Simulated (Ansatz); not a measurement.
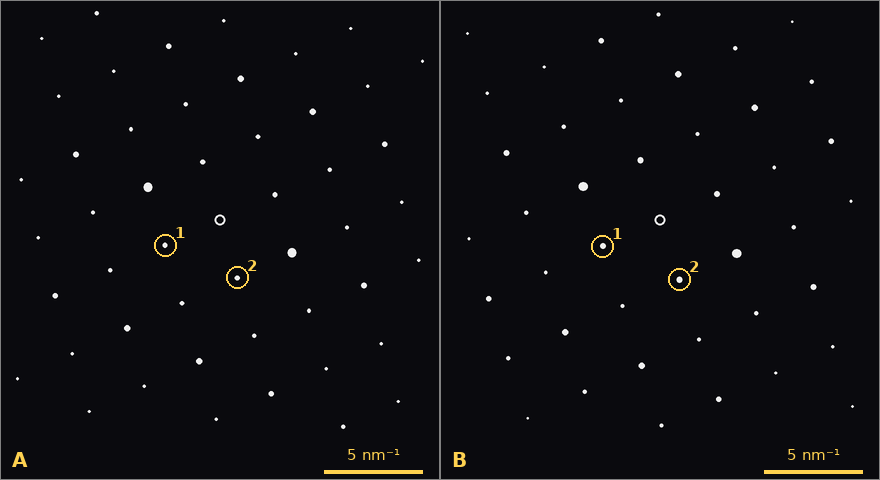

Kinematic electron diffraction patterns (200 kV, B = 0.5 Å², same scale) along [100] of the run's own cell, for the start and the end of one relaxation of ZrSi2 with Ansatz, DFT PBE, scalar-relativistic, plane waves, PAW. k mesh 14×14×14. The start is a generated model structure, and the relaxation ends in the nearest stationary point of its symmetry, not necessarily the ground state. Spot 1 is 0 -1 1 and spot 2 is 0 -1 0 in both.

Start structure:

```
CELL_PARAMETERS angstrom
-1.73859 1.73859 4.25528
1.73859 -1.73859 4.25528
1.73859 1.73859 -4.25528
ATOMIC_POSITIONS crystal
Zr 0.00000 0.00000 0.00000
Si 0.33530 0.33530 0.00000
Si 0.66470 0.66470 0.00000
```

### Which pattern belongs to the start structure, and which to the relaxed one?

A is the start: its cell gives d(1) = 3.219 Å, d(2) = 3.219 Å and an angle of 81.8°. B is the relaxed structure, with d(1) = 3.095 Å (-3.9 %), d(2) = 3.095 Å (-3.9 %) and 83.5°.

### Name reflections whose intensity changes strongly on relaxation.

0 1 0 goes from 9.1 to 17 % of the strongest spot.

### Summarise the relaxation behind the change.

The volume changed by -3.7 % to 16.52 Å³ an atom; with the mean shift removed, the atoms moved by up to 0.23 Å relative to the cell (Si most); the space group stayed I4/mmm (No. 139); the free energy fell by 100 meV an atom. Relaxed cell: a = 5.141 Å, b = 5.141 Å, c = 5.141 Å, α = 142.70°, β = 142.70°, γ = 53.77°.
